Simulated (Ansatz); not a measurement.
Given this structure:

```cif
data_structure
_symmetry_space_group_name_H-M 'P 1'
_symmetry_Int_Tables_number 1
_cell_length_a 4.3702
_cell_length_b 4.3702
_cell_length_c 4.3702
_cell_angle_alpha 90.000
_cell_angle_beta 90.000
_cell_angle_gamma 90.000
_cell_volume 83.47
loop_
_atom_site_label
_atom_site_type_symbol
_atom_site_fract_x
_atom_site_fract_y
_atom_site_fract_z
_atom_site_occupancy
Al1 Al 0.50000 0.50000 0.00000 1
Al2 Al 0.50000 0.00000 0.50000 1
Al3 Al 0.00000 0.50000 0.50000 1
Ga1 Ga 0.00000 0.00000 0.00000 1
N1 N 0.74489 0.74489 0.25511 1
N2 N 0.74489 0.25511 0.74489 1
N3 N 0.25511 0.74489 0.74489 1
N4 N 0.25511 0.25511 0.25511 1
```

What would you see if this were drawn?

Answer. The stoichiometry is Al3GaN4. The atoms follow space group P-43m (No. 215); the Bravais lattice is primitive cubic. Atoms per cell: 8 (3 Al, 1 Ga, 4 N). The polyhedra are AlN4 tetrahedra and GaN4 tetrahedra; they share corners. Each Al has four N in a tetrahedral arrangement at 1.88 Å. About every Ga there are four N in a tetrahedral arrangement at 1.93 Å. The neighbours of N are three Al and one Ga in a tetrahedral arrangement (1.88 Å to Al, 1.93 Å to Ga). The bonds build a three-dimensional framework.

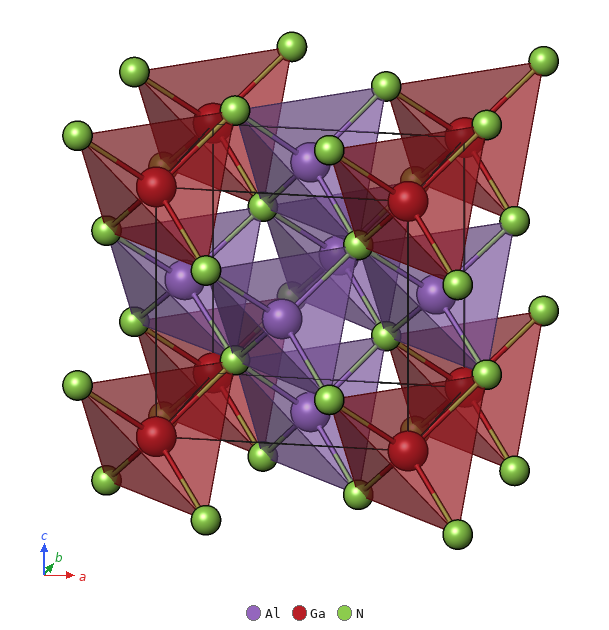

Polyhedral drawing of the structure, looking slightly off an axis. The wireframe shows the conventional unit cell. Some atoms of the next cells are drawn as well.

The structure was taken from a structure listed in the Materials Project. Earlier steps of the study, as a rule a relaxation of our own, may have changed the cell and positions, so they can lie some per cent off the listed ones. Ansatz was used for an electronic-structure calculation on it.
